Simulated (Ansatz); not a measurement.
# H2C19 (slab): what the fields show

```
CELL_PARAMETERS angstrom
7.39800 0.00000 0.00000
-3.69900 6.40686 0.00000
0.00000 0.00000 13.00000
ATOMIC_POSITIONS crystal
C 0.98207 0.99643 0.07707
C 0.20500 0.11506 0.10213
C 0.98718 0.33287 0.06924
C 0.21040 0.44469 0.06874
C 0.98956 0.66589 0.07358
C 0.20696 0.77167 0.07685
C 0.32557 0.99460 0.10215
C 0.54838 0.11308 0.07690
C 0.32365 0.33797 0.07698
C 0.54101 0.44372 0.07374
C 0.32015 0.66492 0.06873
C 0.54333 0.77677 0.06920
C 0.65514 0.99990 0.06888
C 0.87533 0.10969 0.06859
C 0.65420 0.33064 0.07362
C 0.87734 0.44277 0.06952
C 0.65325 0.66686 0.06941
C 0.87639 0.77914 0.07358
C 0.26533 0.05491 0.20196
H 0.39138 0.18128 0.24527
H 0.13917 0.92888 0.24538
```

Computed with DFT PBEsol, scalar-relativistic, plane waves, PAW in Ansatz.

The density is the valence pseudo-density of a PAW calculation; it isn't the true density close to the nuclei.

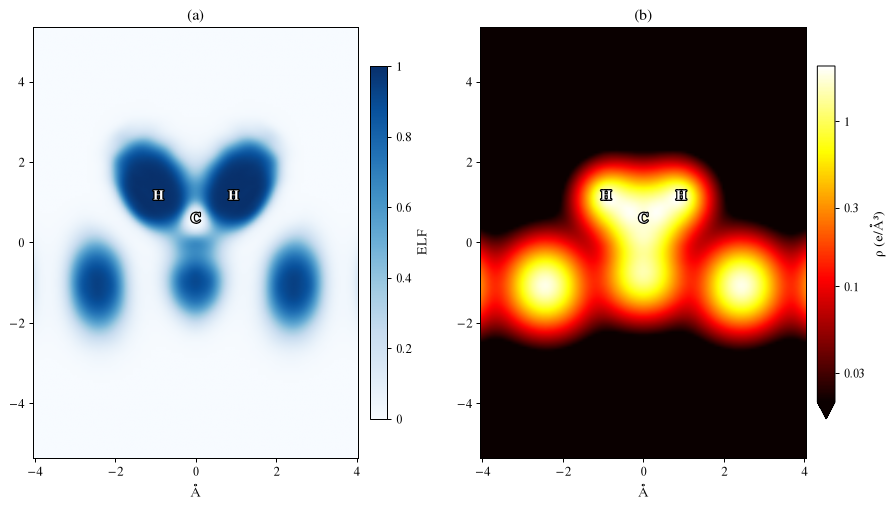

Figure 1. (a) ELF; (b) valence pseudo-density on the (11̄0) plane of the calculation cell, a cut from vacuum to vacuum.

Question: What do the fields say about this system?

Answer:
- The section cuts through C and H sites.
- Atoms just off the plane (C, 0.7 Å away) can leave unmarked features too.
- C–H (1.09 Å): ρ at the midpoint is about 2 e/Å³; the ELF climbs to about 1 towards the hydrogen, as it does in any bond to H; an ordinary covalent bond to hydrogen.
- The density dies away to nearly zero in the vacuum.

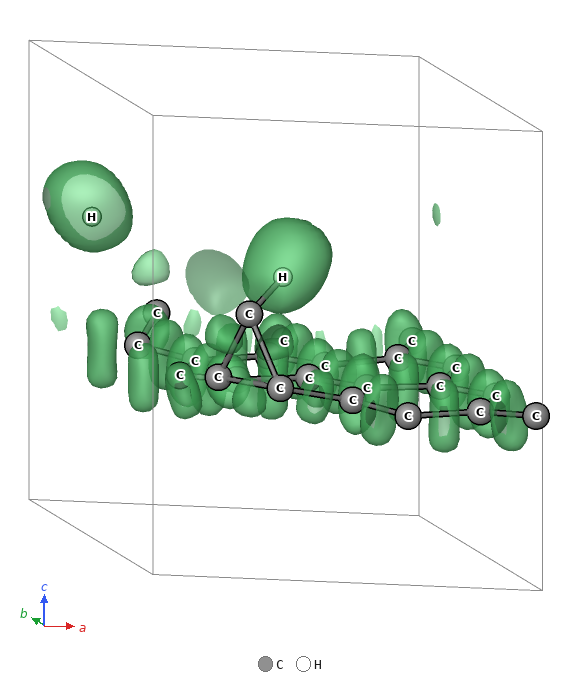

Figure 2. Isosurface of the ELF at 0.8 (green), seen slightly off an axis. Core shells and regions of very low density are left out. Sticks mark near contacts.

Question: Describe the localisation domains.

Answer: The surface consists of 29 regions between bonded C–C atoms (shared pairs) and two regions around hydrogen nuclei, counted in one cell of 21 atoms. Counts are for one cell; the picture repeats the cell along the surface.


 C–C (1.39 Å): the ELF peaks at about 0.95 between the atoms (a covalent bond).
